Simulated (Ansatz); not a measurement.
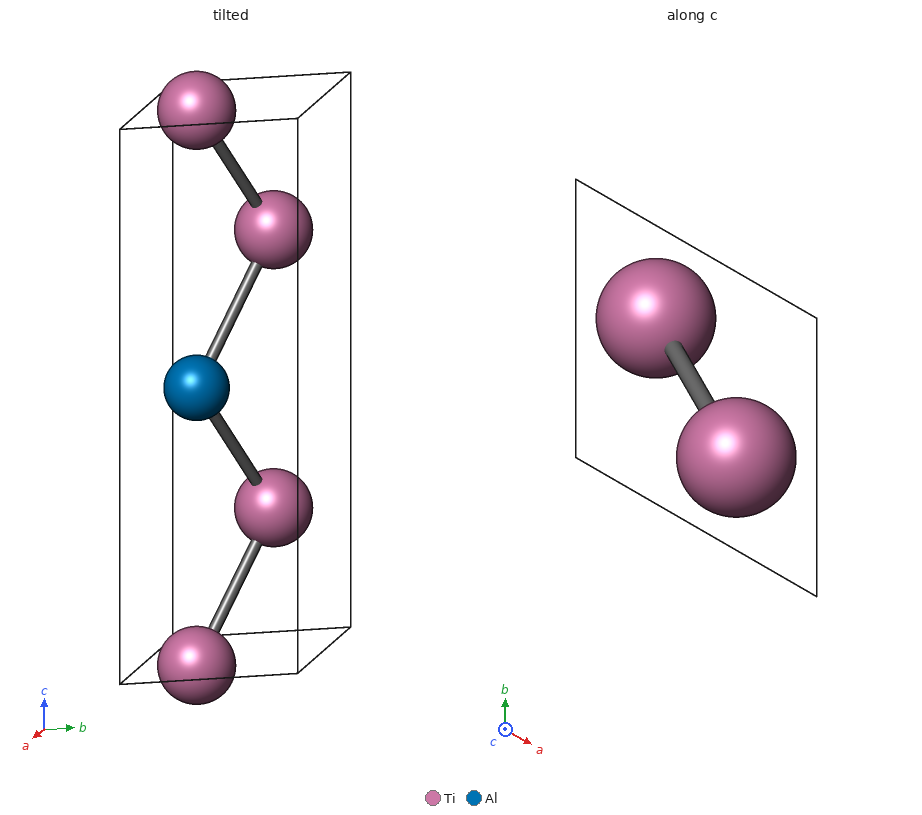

The image is a ball-and-stick drawing of a crystal, viewed slightly off an axis and along the c axis. The conventional unit cell is outlined; an atom on or near a face, edge or corner is repeated at each equivalent position. Cell: a = 2.93 Å, b = 2.93 Å, c = 9.23 Å, α = 90.00°, β = 90.00°, γ = 120.00°.

Provenance: a structure listed in the Materials Project. Earlier steps of the study may have refined or changed the cell and positions. An electronic-structure calculation with Ansatz was run on it.

Give a description of the structure.

Answer. The formula is Ti$_{3}$Al. The space group is P-6m2 (No. 187); the lattice is primitive hexagonal. The cell holds 4 atoms (3 Ti, 1 Al), Z = 1. Counting contacts within bonding distance, the coordination numbers are Ti 12 and Al 12.

Method: DFT PBE, scalar-relativistic, plane waves, PAW in Ansatz; an energy cutoff of 420 eV, k-points on an 18×18×6 grid, Gaussian smearing of 0.1 eV, no spin polarisation.

Is it conducting or gapped at this level?

Answer. A metal: bands cross the Fermi level.

How are the electrons shared out in a Bader analysis?

Answer. Ti +0.03 to +0.29 e; Al -0.58 e.

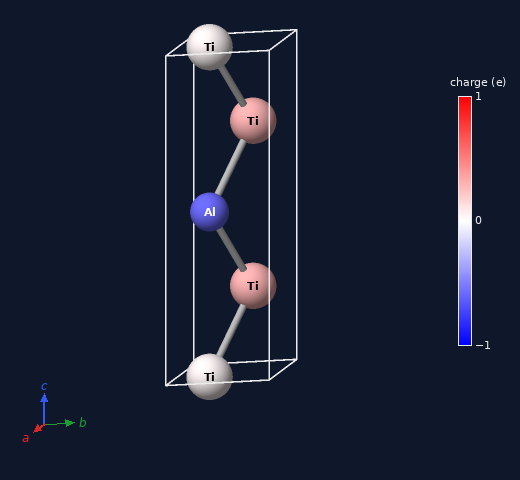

The atoms coloured by those charges. The run's cell of 4 atoms is drawn.

Is the structure in equilibrium?

Answer. Yes. All forces vanish to within 0.01 eV/Å. The pressure is 0.0 GPa, close to zero.
